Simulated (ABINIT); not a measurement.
TaN: geometry relaxation (part 2 of 2)

Continued. System: TaN (Fm-3m, 2 atoms in the cell). Method: Kohn-Sham DFT of a periodic cell, LDA, PseudoDojo NC SR LDA v0.4.1 standard, no spin polarisation (ABINIT 10.8.3); cutoff 1142.88 eV, 8×8×8 k-mesh, fermi-dirac of 0.05 eV. The structure derives from a Materials Project entry.

Geometry of the input (Å; fractional positions):
```
0.0000  2.2113  2.2113
2.2113  0.0000  2.2113
2.2113  2.2113  0.0000
Ta 0.5000  0.5000  0.5000
N  0.0000  0.0000  0.0000
```

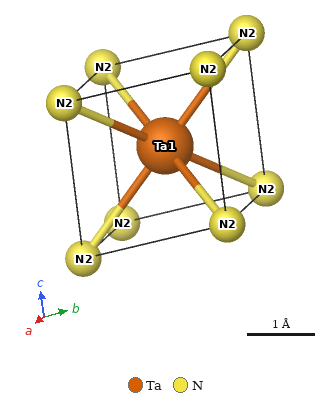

Figure 1. The geometry at step 2 of the log (ball-and-stick view of the cell of the calculation, seen slightly off an axis; atoms are numbered from 1 in the order of the input).

### What the program printed, continued
```
--- !ResultsGS
iteration_state: {dtset: 1, itime: 2, icycle: 1, }
comment   : Summary of ground state results
lattice_vectors:
- [  0.0000000,   4.0967490,   4.0967490, ]
- [  4.0967490,   0.0000000,   4.0967490, ]
- [  4.0967490,   4.0967490,   0.0000000, ]
lattice_lengths: [   5.79368,    5.79368,    5.79368, ]
lattice_angles: [ 60.000,  60.000,  60.000, ] # degrees, (23, 13, 12)
lattice_volume:   1.3751436E+02
convergence: {deltae:  8.527E-14, res2:  2.076E-13, residm:  2.037E-06, diffor: null, }
etotal    :  -7.56121702E+01
entropy   :   0.00000000E+00
fermie    :   6.20146525E-01
cartesian_stress_tensor: # hartree/bohr^3
- [ -1.87581115E-05,   0.00000000E+00,   0.00000000E+00, ]
- [  0.00000000E+00,  -1.87581115E-05,   0.00000000E+00, ]
- [  0.00000000E+00,   0.00000000E+00,  -1.87581115E-05, ]
pressure_GPa:   5.5188E-01
xred      :
- [  5.0000E-01,   5.0000E-01,   5.0000E-01, Ta]
- [  0.0000E+00,   0.0000E+00,   0.0000E+00,  N]
cartesian_forces: # hartree/bohr
- [ -0.00000000E+00,  -0.00000000E+00,  -0.00000000E+00, ]
- [ -0.00000000E+00,  -0.00000000E+00,  -0.00000000E+00, ]
force_length_stats: {min:   0.00000000E+00, max:   0.00000000E+00, mean:   0.00000000E+00, }
...

 Integrated electronic density in atomic spheres:
 ------------------------------------------------
 Atom  Sphere_radius  Integrated_density
    1        2.00000          9.32692844
    2        2.00000          5.41632396

---OUTPUT-----------------------------------------------------------------------

 Cartesian coordinates (xcart) [bohr]
  4.09674900293389E+00  4.09674900293389E+00  4.09674900293389E+00
  0.00000000000000E+00  0.00000000000000E+00  0.00000000000000E+00
 Reduced coordinates (xred)
  5.00000000000000E-01  5.00000000000000E-01  5.00000000000000E-01
  0.00000000000000E+00  0.00000000000000E+00  0.00000000000000E+00
 Cartesian forces (fcart) [Ha/bohr]; max,rms= 0.00000E+00 0.00000E+00 (free atoms)
 -0.00000000000000E+00 -0.00000000000000E+00 -0.00000000000000E+00
 -0.00000000000000E+00 -0.00000000000000E+00 -0.00000000000000E+00
 Gradient of E wrt nuclear positions in reduced coordinates (gred)
  0.00000000000000E+00  0.00000000000000E+00  0.00000000000000E+00
  0.00000000000000E+00  0.00000000000000E+00  0.00000000000000E+00
 Scale of Primitive Cell (acell) [bohr]
  5.79367800158756E+00  5.79367800158756E+00  5.79367800158756E+00
 Real space primitive translations (rprimd) [bohr]
  0.00000000000000E+00  4.09674900293389E+00  4.09674900293389E+00
  4.09674900293389E+00  0.00000000000000E+00  4.09674900293389E+00
  4.09674900293389E+00  4.09674900293389E+00  0.00000000000000E+00
 Unitary Cell Volume (ucvol) [Bohr^3]=  1.37514364364148E+02
 Angles (23,13,12)= [degrees]
  6.00000000000000E+01  6.00000000000000E+01  6.00000000000000E+01
 Lengths [Bohr]
  5.79367800158756E+00  5.79367800158756E+00  5.79367800158756E+00
 Stress tensor in cartesian coordinates (strten) [Ha/bohr^3]
 -1.87581114594465E-05  0.00000000000000E+00  0.00000000000000E+00
  0.00000000000000E+00 -1.87581114594430E-05  0.00000000000000E+00
  0.00000000000000E+00  0.00000000000000E+00 -1.87581114594500E-05
 Total energy (etotal) [Ha]= -7.56121702089851E+01

 Difference of energy with previous step (new-old):
           Absolute (Ha)=-2.83500E-03
           Relative     =-3.74947E-05

--- Iteration: ( 3/50) Internal Cycle: (1/1)
--------------------------------------------------------------------------------

---SELF-CONSISTENT-FIELD CONVERGENCE--------------------------------------------

--- !BeginCycle
iteration_state: {dtset: 1, itime: 3, icycle: 1, }
solver: {iscf: 7, nstep: 80, nline: 4, wfoptalg: 0, }
tolerances: {tolvrs: 1.00E-12, }
...

     iter   Etot(hartree)      deltaE(h)  residm     vres2
 ETOT  1  -75.612168349566    -7.561E+01 1.173E-06 4.237E-02
 ETOT  2  -75.612171748586    -3.399E-06 1.105E-06 1.895E-03
 ETOT  3  -75.612171717465     3.112E-08 3.425E-07 2.574E-03
 ETOT  4  -75.612172077582    -3.601E-07 5.092E-07 6.462E-06
 ETOT  5  -75.612172078090    -5.084E-10 2.140E-07 6.849E-08
 ETOT  6  -75.612172078098    -7.901E-12 3.173E-07 1.628E-10
 ETOT  7  -75.612172078096     2.274E-12 1.470E-07 1.269E-12
 ETOT  8  -75.612172078097    -8.669E-13 2.140E-07 1.172E-14

 At SCF step    8       vres2   =  1.17E-14 < tolvrs=  1.00E-12 =>converged.

 Cartesian components of stress tensor (hartree/bohr^3)
  sigma(1 1)=  1.54386591E-06  sigma(3 2)=  0.00000000E+00
  sigma(2 2)=  1.54386591E-06  sigma(3 1)=  0.00000000E+00
  sigma(3 3)=  1.54386591E-06  sigma(2 1)=  0.00000000E+00

--- !ResultsGS
iteration_state: {dtset: 1, itime: 3, icycle: 1, }
comment   : Summary of ground state results
lattice_vectors:
- [  0.0000000,   4.0989065,   4.0989065, ]
- [  4.0989065,   0.0000000,   4.0989065, ]
- [  4.0989065,   4.0989065,   0.0000000, ]
lattice_lengths: [   5.79673,    5.79673,    5.79673, ]
lattice_angles: [ 60.000,  60.000,  60.000, ] # degrees, (23, 13, 12)
lattice_volume:   1.3773174E+02
convergence: {deltae: -8.669E-13, res2:  1.172E-14, residm:  2.140E-07, diffor: null, }
etotal    :  -7.56121721E+01
entropy   :   0.00000000E+00
fermie    :   6.19066700E-01
cartesian_stress_tensor: # hartree/bohr^3
- [  1.54386591E-06,   0.00000000E+00,   0.00000000E+00, ]
- [  0.00000000E+00,   1.54386591E-06,   0.00000000E+00, ]
- [  0.00000000E+00,   0.00000000E+00,   1.54386591E-06, ]
pressure_GPa:  -4.5422E-02
xred      :
- [  5.0000E-01,   5.0000E-01,   5.0000E-01, Ta]
- [  0.0000E+00,   0.0000E+00,   0.0000E+00,  N]
cartesian_forces: # hartree/bohr
- [ -0.00000000E+00,  -0.00000000E+00,  -0.00000000E+00, ]
- [ -0.00000000E+00,  -0.00000000E+00,  -0.00000000E+00, ]
force_length_stats: {min:   0.00000000E+00, max:   0.00000000E+00, mean:   0.00000000E+00, }
...

 Integrated electronic density in atomic spheres:
 ------------------------------------------------
 Atom  Sphere_radius  Integrated_density
    1        2.00000          9.32926636
    2        2.00000          5.41673427

---OUTPUT-----------------------------------------------------------------------

 Cartesian coordinates (xcart) [bohr]
  4.09890651436625E+00  4.09890651436625E+00  4.09890651436625E+00
  0.00000000000000E+00  0.00000000000000E+00  0.00000000000000E+00
 Reduced coordinates (xred)
  5.00000000000000E-01  5.00000000000000E-01  5.00000000000000E-01
  0.00000000000000E+00  0.00000000000000E+00  0.00000000000000E+00
 Cartesian forces (fcart) [Ha/bohr]; max,rms= 0.00000E+00 0.00000E+00 (free atoms)
 -0.00000000000000E+00 -0.00000000000000E+00 -0.00000000000000E+00
 -0.00000000000000E+00 -0.00000000000000E+00 -0.00000000000000E+00
 Gradient of E wrt nuclear positions in reduced coordinates (gred)
  0.00000000000000E+00  0.00000000000000E+00  0.00000000000000E+00
  0.00000000000000E+00  0.00000000000000E+00  0.00000000000000E+00
 Scale of Primitive Cell (acell) [bohr]
  5.79672918351617E+00  5.79672918351617E+00  5.79672918351617E+00
 Real space primitive translations (rprimd) [bohr]
  0.00000000000000E+00  4.09890651436625E+00  4.09890651436625E+00
  4.09890651436625E+00  0.00000000000000E+00  4.09890651436625E+00
  4.09890651436625E+00  4.09890651436625E+00  0.00000000000000E+00
 Unitary Cell Volume (ucvol) [Bohr^3]=  1.37731740450851E+02
 Angles (23,13,12)= [degrees]
  6.00000000000000E+01  6.00000000000000E+01  6.00000000000000E+01
 Lengths [Bohr]
  5.79672918351617E+00  5.79672918351617E+00  5.79672918351617E+00
 Stress tensor in cartesian coordinates (strten) [Ha/bohr^3]
  1.54386590726224E-06  0.00000000000000E+00  0.00000000000000E+00
  0.00000000000000E+00  1.54386590725183E-06  0.00000000000000E+00
  0.00000000000000E+00  0.00000000000000E+00  1.54386590725530E-06
 Total energy (etotal) [Ha]= -7.56121720780969E+01

 Difference of energy with previous step (new-old):
           Absolute (Ha)=-1.86911E-06
           Relative     =-2.47197E-08

--- Iteration: ( 4/50) Internal Cycle: (1/1)
--------------------------------------------------------------------------------

---SELF-CONSISTENT-FIELD CONVERGENCE--------------------------------------------

--- !BeginCycle
iteration_state: {dtset: 1, itime: 4, icycle: 1, }
solver: {iscf: 7, nstep: 80, nline: 4, wfoptalg: 0, }
tolerances: {tolvrs: 1.00E-12, }
...

     iter   Etot(hartree)      deltaE(h)  residm     vres2
 ETOT  1  -75.612172069208    -7.561E+01 1.445E-07 2.456E-04
 ETOT  2  -75.612172088921    -1.971E-08 9.736E-08 1.091E-05
 ETOT  3  -75.612172088743     1.783E-10 4.939E-08 1.479E-05
 ETOT  4  -75.612172090812    -2.069E-09 6.833E-08 3.764E-08
 ETOT  5  -75.612172090817    -4.434E-12 3.422E-08 3.944E-10
 ETOT  6  -75.612172090815     1.833E-12 4.750E-08 9.331E-13

 At SCF step    6       vres2   =  9.33E-13 < tolvrs=  1.00E-12 =>converged.

 Cartesian components of stress tensor (hartree/bohr^3)
  sigma(1 1)=  2.68244005E-09  sigma(3 2)=  0.00000000E+00
  sigma(2 2)=  2.68244004E-09  sigma(3 1)=  0.00000000E+00
  sigma(3 3)=  2.68244003E-09  sigma(2 1)=  0.00000000E+00

--- !ResultsGS
iteration_state: {dtset: 1, itime: 4, icycle: 1, }
comment   : Summary of ground state results
lattice_vectors:
- [  0.0000000,   4.0987422,   4.0987422, ]
- [  4.0987422,   0.0000000,   4.0987422, ]
- [  4.0987422,   4.0987422,   0.0000000, ]
lattice_lengths: [   5.79650,    5.79650,    5.79650, ]
lattice_angles: [ 60.000,  60.000,  60.000, ] # degrees, (23, 13, 12)
lattice_volume:   1.3771518E+02
convergence: {deltae:  1.833E-12, res2:  9.331E-13, residm:  4.750E-08, diffor: null, }
etotal    :  -7.56121721E+01
entropy   :   0.00000000E+00
fermie    :   6.19148879E-01
cartesian_stress_tensor: # hartree/bohr^3
- [  2.68244005E-09,   0.00000000E+00,   0.00000000E+00, ]
- [  0.00000000E+00,   2.68244004E-09,   0.00000000E+00, ]
- [  0.00000000E+00,   0.00000000E+00,   2.68244003E-09, ]
pressure_GPa:  -7.8920E-05
xred      :
- [  5.0000E-01,   5.0000E-01,   5.0000E-01, Ta]
- [  0.0000E+00,   0.0000E+00,   0.0000E+00,  N]
cartesian_forces: # hartree/bohr
- [ -0.00000000E+00,  -0.00000000E+00,  -0.00000000E+00, ]
- [ -0.00000000E+00,  -0.00000000E+00,  -0.00000000E+00, ]
force_length_stats: {min:   0.00000000E+00, max:   0.00000000E+00, mean:   0.00000000E+00, }
...

 Integrated electronic density in atomic spheres:
 ------------------------------------------------
 Atom  Sphere_radius  Integrated_density
    1        2.00000          9.32908843
    2        2.00000          5.41670301

---OUTPUT-----------------------------------------------------------------------

 Cartesian coordinates (xcart) [bohr]
  4.09874220659286E+00  4.09874220659286E+00  4.09874220659286E+00
  0.00000000000000E+00  0.00000000000000E+00  0.00000000000000E+00
 Reduced coordinates (xred)
  5.00000000000000E-01  5.00000000000000E-01  5.00000000000000E-01
  0.00000000000000E+00  0.00000000000000E+00  0.00000000000000E+00
 Cartesian forces (fcart) [Ha/bohr]; max,rms= 0.00000E+00 0.00000E+00 (free atoms)
 -0.00000000000000E+00 -0.00000000000000E+00 -0.00000000000000E+00
 -0.00000000000000E+00 -0.00000000000000E+00 -0.00000000000000E+00
 Gradient of E wrt nuclear positions in reduced coordinates (gred)
  0.00000000000000E+00  0.00000000000000E+00  0.00000000000000E+00
  0.00000000000000E+00  0.00000000000000E+00  0.00000000000000E+00
 Scale of Primitive Cell (acell) [bohr]
  5.79649681723465E+00  5.79649681723465E+00  5.79649681723465E+00
 Real space primitive translations (rprimd) [bohr]
  0.00000000000000E+00  4.09874220659286E+00  4.09874220659286E+00
  4.09874220659286E+00  0.00000000000000E+00  4.09874220659286E+00
  4.09874220659286E+00  4.09874220659286E+00  0.00000000000000E+00
 Unitary Cell Volume (ucvol) [Bohr^3]=  1.37715177871265E+02
 Angles (23,13,12)= [degrees]
  6.00000000000000E+01  6.00000000000000E+01  6.00000000000000E+01
 Lengths [Bohr]
  5.79649681723465E+00  5.79649681723465E+00  5.79649681723465E+00
 Stress tensor in cartesian coordinates (strten) [Ha/bohr^3]
  2.68244004786311E-09  0.00000000000000E+00  0.00000000000000E+00
  0.00000000000000E+00  2.68244003745477E-09  0.00000000000000E+00
  0.00000000000000E+00  0.00000000000000E+00  2.68244002704643E-09
 Total energy (etotal) [Ha]= -7.56121720908147E+01

 Difference of energy with previous step (new-old):
           Absolute (Ha)=-1.27178E-08
           Relative     =-1.68197E-10

 At Broyd/MD step   4, gradients are converged :
  max grad (force/stress) = 2.6824E-07 < tolmxf= 2.0000E-05 ha/bohr (free atoms)

================================================================================

 ----iterations are completed or convergence reached----

 Mean square residual over all n,k,spin=   13.814E-11; max=  47.505E-09
 reduced coordinates (array xred) for    2 atoms
       0.500000000000      0.500000000000      0.500000000000
       0.000000000000      0.000000000000      0.000000000000
 rms dE/dt=  0.0000E+00; max dE/dt=  0.0000E+00; dE/dt below (all hartree)
    1       0.000000000000      0.000000000000      0.000000000000
    2       0.000000000000      0.000000000000      0.000000000000

 cartesian coordinates (angstrom) at end:
    1      2.16896096762377     2.16896096762377     2.16896096762377
    2      0.00000000000000     0.00000000000000     0.00000000000000

 cartesian forces (hartree/bohr) at end:
    1     -0.00000000000000    -0.00000000000000    -0.00000000000000
    2     -0.00000000000000    -0.00000000000000    -0.00000000000000
 frms,max,avg= 0.0000000E+00 0.0000000E+00   0.000E+00  0.000E+00  0.000E+00 h/b

 cartesian forces (eV/Angstrom) at end:
    1     -0.00000000000000    -0.00000000000000    -0.00000000000000
    2     -0.00000000000000    -0.00000000000000    -0.00000000000000
 frms,max,avg= 0.0000000E+00 0.0000000E+00   0.000E+00  0.000E+00  0.000E+00 e/A
 length scales=  5.796496817235  5.796496817235  5.796496817235 bohr
              =  3.067374016671  3.067374016671  3.067374016671 angstroms
 Fermi (or HOMO) energy (hartree) =   0.61915   Average Vxc (hartree)=  -0.53069
 Eigenvalues (hartree) for nkpt=  29  k points:
 kpt#   1, nband= 13, wtk=  0.00195, kpt=  0.0000  0.0000  0.0000 (reduced coord)
  -1.93367   -0.69144   -0.69144   -0.69144   -0.07911    0.47290    0.47290    0.47290
   0.53547    0.53547    0.53547    0.61888    0.61888
      occupation numbers for kpt#   1
   2.00000    2.00000    2.00000    2.00000    2.00000    2.00000    2.00000    2.00000
   2.00000    2.00000    2.00000    1.07277    1.07277
 prteigrs : prtvol=0 or 1, do not print more k-points.

--- !EnergyTerms
iteration_state     : {dtset: 1, itime: 4, icycle: 1, }
comment             : Components of total free energy in Hartree
kinetic             :  2.45315423267002E+01
hartree             :  7.26201983756323E+00
xc                  : -1.78511152922405E+01
Ewald energy        : -6.28929843251465E+01
psp_core            :  3.52387763930811E+00
local_psp           : -3.35614456394810E+01
non_local_psp       :  3.37616114828571E+00
internal            : -7.56119443050108E+01
'-kT*entropy'       : -2.27785803888626E-04
total_energy        : -7.56121720908147E+01
total_energy_eV     : -2.05751201966074E+03
band_energy         : -4.89860659054627E+00
...

 Cartesian components of stress tensor (hartree/bohr^3)
  sigma(1 1)=  2.68244005E-09  sigma(3 2)=  0.00000000E+00
  sigma(2 2)=  2.68244004E-09  sigma(3 1)=  0.00000000E+00
  sigma(3 3)=  2.68244003E-09  sigma(2 1)=  0.00000000E+00

-Cartesian components of stress tensor (GPa)         [Pressure= -7.8920E-05 GPa]
- sigma(1 1)=  7.89201109E-05  sigma(3 2)=  0.00000000E+00
- sigma(2 2)=  7.89201106E-05  sigma(3 1)=  0.00000000E+00
- sigma(3 3)=  7.89201103E-05  sigma(2 1)=  0.00000000E+00

== END DATASET(S) ==============================================================
================================================================================

 -outvars: echo values of variables after computation  --------
            acell      5.7964968172E+00  5.7964968172E+00  5.7964968172E+00 Bohr
           etotal     -7.5612172091E+01
            fcart     -0.0000000000E+00 -0.0000000000E+00 -0.0000000000E+00
                      -0.0000000000E+00 -0.0000000000E+00 -0.0000000000E+00
            rprim      0.0000000000E+00  7.0710678119E-01  7.0710678119E-01
                       7.0710678119E-01  0.0000000000E+00  7.0710678119E-01
                       7.0710678119E-01  7.0710678119E-01  0.0000000000E+00
           strten      2.6824400479E-09  2.6824400375E-09  2.6824400270E-09
                       0.0000000000E+00  0.0000000000E+00  0.0000000000E+00
           xangst      2.1689609676E+00  2.1689609676E+00  2.1689609676E+00
                       0.0000000000E+00  0.0000000000E+00  0.0000000000E+00
             xred      5.0000000000E-01  5.0000000000E-01  5.0000000000E-01
                       0.0000000000E+00  0.0000000000E+00  0.0000000000E+00
 Calculation completed.
```

### Trajectory as extended XYZ (Å, eV, eV/Å), 4 frames, from step=0 to step=3
```
2
Lattice="0.0000 2.2113 2.2113 2.2113 0.0000 2.2113 2.2113 2.2113 0.0000" Properties=species:S:1:pos:R:3:forces:R:3 step=0 energy=-2057.43482
Ta    2.2113    2.2113    2.2113    0.0000   0.0000   0.0000
N     0.0000    0.0000    0.0000    0.0000   0.0000   0.0000
2
Lattice="0.0000 2.1679 2.1679 2.1679 0.0000 2.1679 2.1679 2.1679 0.0000" Properties=species:S:1:pos:R:3:forces:R:3 step=1 energy=-2057.51197
Ta    2.1679    2.1679    2.1679    0.0000   0.0000   0.0000
N     0.0000    0.0000    0.0000    0.0000   0.0000   0.0000
2
Lattice="0.0000 2.1690 2.1690 2.1690 0.0000 2.1690 2.1690 2.1690 0.0000" Properties=species:S:1:pos:R:3:forces:R:3 step=2 energy=-2057.51202
Ta    2.1690    2.1690    2.1690    0.0000   0.0000   0.0000
N     0.0000    0.0000    0.0000    0.0000   0.0000   0.0000
2
Lattice="0.0000 2.1690 2.1690 2.1690 0.0000 2.1690 2.1690 2.1690 0.0000" Properties=species:S:1:pos:R:3:forces:R:3 step=3 energy=-2057.51202
Ta    2.1690    2.1690    2.1690    0.0000   0.0000   0.0000
N     0.0000    0.0000    0.0000    0.0000   0.0000   0.0000
```

### Key numbers

| quantity | value |
| --- | --- |
| outcome | converged |
| space group (tolerance 0.01 Å) | Fm-3m (225) |
| electrons treated | 18 |
| free energy | −2057.5120 eV |
| Fermi energy | 16.848 eV |
| gap on the k-point mesh | none (metallic) |
| pressure | 0.00 GPa |
| final volume | 20.41 Å³ |
| largest force (length of the vector) at the end | under 0.001 eV/Å |
| final cell | a = 3.067 Å, b = 3.067 Å, c = 3.067 Å, α = 60.00°, β = 60.00°, γ = 60.00° |
| hardware | 4 threads of Intel Xeon (Sapphire Rapids), 128 GiB of memory available, shared host |
| wall time | 28 s (CPU time 1.8 min) |
| peak memory | 0.32 GiB |

### Notes

Spin–orbit coupling is left out, which matters for Ta.
